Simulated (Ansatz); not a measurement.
System: diamond-type C, space group Fd-3m (No. 227), 2 atoms in the primitive cell. The cell is scaled uniformly. Level of theory: PBEsol, all-electron LAPW, no spin polarisation, no spin-orbit coupling, 13×13×13 k mesh, Fermi-Dirac smearing of 0.05 eV; code Ansatz.

At a = 3.567 Å the lowest conduction level lies 5.54 eV (Γ) above the valence top at Γ.

### How does this level move from a = 3.494 Å to a = 3.637 Å?

Γ falls by 0.34 eV. A straight line against ln V has a slope of −2.8 eV at Γ.

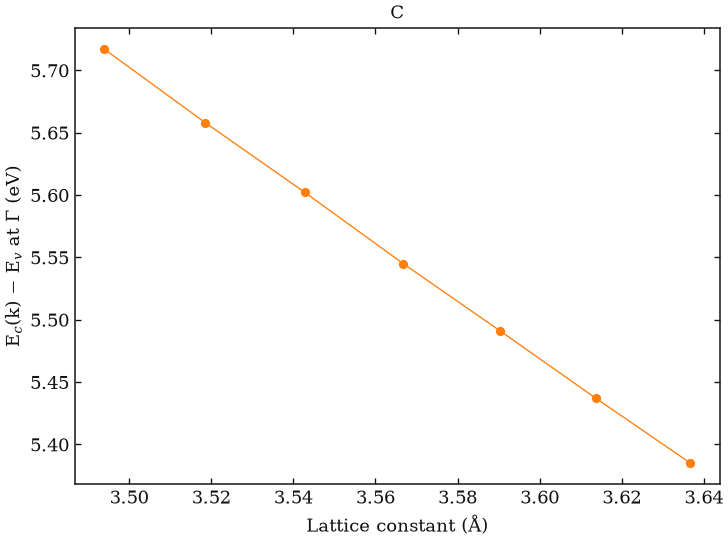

Lowest conduction level at Γ, counted from the valence-band top at Γ.

```csv
cell,Γ (eV),pressure (GPa)
a = 3.494 Å,5.72,25.2
a = 3.519 Å,5.66,14.3
a = 3.543 Å,5.60,4.3
a = 3.567 Å,5.54,−4.8
a = 3.590 Å,5.49,−13.0
a = 3.614 Å,5.44,−20.6
a = 3.637 Å,5.38,−27.4
```

The smallest gap over all k points computed is 4.16, 4.11, 4.06, 4.02, 3.97, 3.93 and 3.89 eV in turn; it lies up to 1.56 eV under the lowest value plotted. LDA, GGA and most meta-GGA functionals understate gaps. At ambient pressure diamond is metastable; the stable form of carbon is graphite. A mesh with an odd division misses points of the zone boundary, where a smaller gap can lie.
